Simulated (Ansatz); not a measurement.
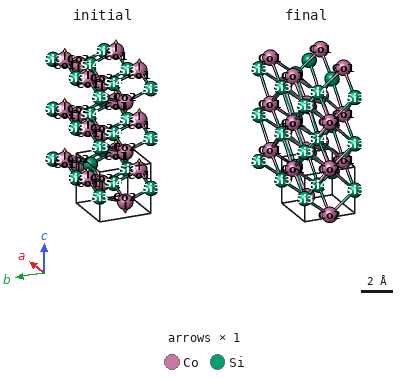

The structure of solid CoSi (a generated structure, set up in P4/nmm) (coarse preliminary run) before (left) and after (right) a relaxation, at one scale. The orange arrows give the displacements (the part carried along by the change of the cell is left out), at their true length.

The picture is a ball-and-stick view of the cell of the calculation, repeated 2 × 1 × 3 with one cell outlined, seen from a free direction.

Theory: DFT PBE, scalar-relativistic, plane waves, PAW in Ansatz 0.2.0.

The input:
```yaml
crystal:
  lattice:
    - [3.71521316, 0.0, 0.0]
    - [0.0, 3.71521316, 0.0]
    - [0.0, 0.0, 3.54272281]
  atoms:
    - { symbol: Co, position: [0.5, 0.0, 0.68386539], spin: 3.0 }
    - { symbol: Co, position: [0.0, 0.5, 0.31613461], spin: 3.0 }
    - { symbol: Si, position: [0.0, 0.0, 0.5] }
    - { symbol: Si, position: [0.5, 0.5, 0.5] }
basis:
  ecutwfc: 420
kpoints:
  mp_grid: { grid: [6, 6, 6] }
hamiltonian:
  xc: pbe
scf:
  occupations: { method: gaussian, width: 0.1 }
  lower_state_search: "off"
output:
  forces: true
  stress: true
  eigenvalues: true
  populations: true
magnetization:
  spin_polarized: true
relax:
  adjacent_minimum: "off"
  f_tol: 0.04
  max_steps: 70
  cell: { stress_tol: 0.4 }
```

Run as
```bash
ansatz run input.yaml --threads 1 --pin off --max-ram 2560MiB --backend cpu --events-out ev --progress --plain --runs-dir out
```

### Summarise the run.

Over 9 accepted moves (11 points after the start) the energy falls by 1848 meV per atom. The largest force component goes from 6.2 to 0.015 eV/Å. Pressure: 69.11 GPa at the start and 0.06 GPa at the end. The line search rejected the trial step at point 8 of the run. At 1 point the geometry stayed and the basis and grid were re-selected for the new cell (energy shift of 0.6 meV per atom at most each time). The largest moves relative to the cell, 0.85 Å, are those of Co1 and Co2. Co2 goes along −c. Si stays in place. The volume changes by −10.7 %, with a = b 3.715 → 3.643 Å (−1.9 %), c 3.543 → 3.290 Å (−7.1 %). Some distances before and after: Co1–Si3 3.437 → 2.588 Å, Co1–Si3 (another image) 1.969 → 2.329 Å. New bonds form, among them: Co1–Si3 (3.44 → 2.59 Å), Co1–Si4 (3.44 → 2.59 Å), Co2–Si3 (3.44 → 2.59 Å), Co2–Si4 (3.44 → 2.59 Å). Bond angles that change, for instance: Si3–Co1–Si3 141.4° → 102.9°, Co1–Si3–Co1 141.4° → 102.9°, Co1–Si3–Co2 96.3° → 112.9°. The space group stays P4/nmm (No. 129). The program noted that the starting moments weren't kept. The run took 2.1 min on 1 thread of Arm Neoverse V1 (shared host), peak memory 0.38 GiB.
